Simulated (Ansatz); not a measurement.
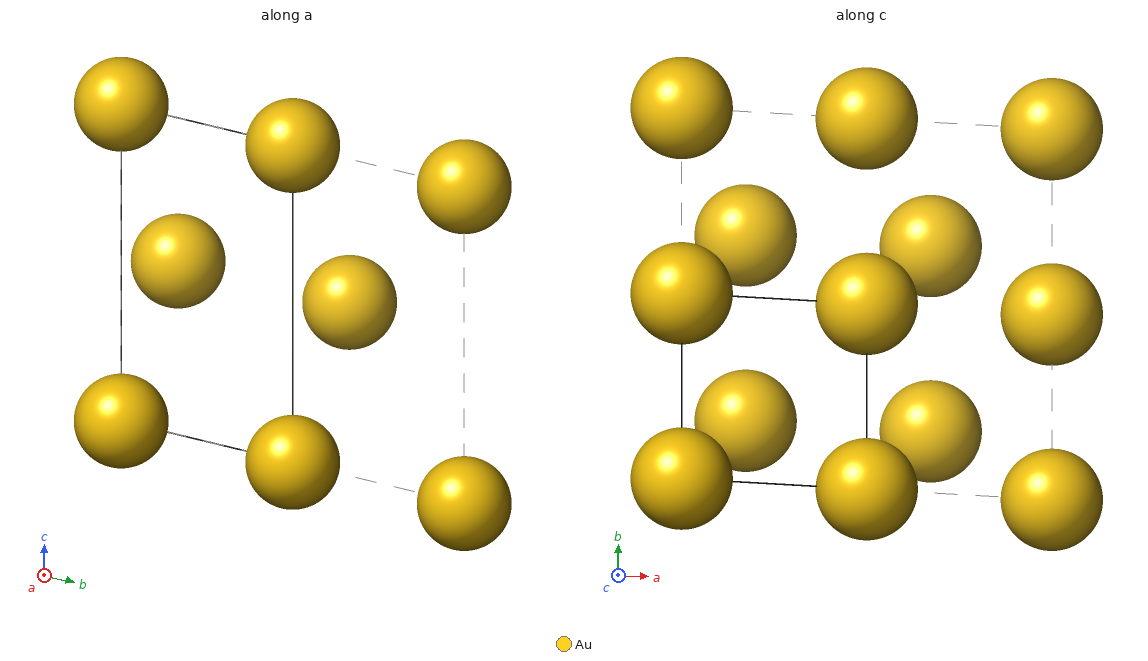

View along the a axis and along the c axis, drawn as a spheres-only model. One unit cell is drawn solid; the view covers 2×2×1 cells.

Au, a = 2.82 Å, b = 2.82 Å, c = 5.19 Å, α = 103.14°, β = 102.66°, γ = 90.26°.

All computed values are from DFT r2SCAN, scalar-relativistic, plane waves, PAW in Ansatz 0.2.0. Settings: wavefunction cutoff 500 eV, a 16×16×8 sampling of the Brillouin zone, Gaussian smearing of 0.1 eV, no spin polarisation.

> What is the electronic character?

A metal: bands cross the Fermi level.

> Give the pressure and its sign.

The computed pressure is -4.1 GPa (stretched: it would shrink). The stress isn't hydrostatic: its largest component is 4.9 GPa.

Origin of the cell: a structure listed in the Materials Project. Earlier steps of the study may have refined or changed the cell and positions. It was the input of a calculation with Ansatz.

At this level of theory the cell isn't at rest (stretched, at -4 GPa), so its distances can differ from those at equilibrium, the more so the softer the solid.
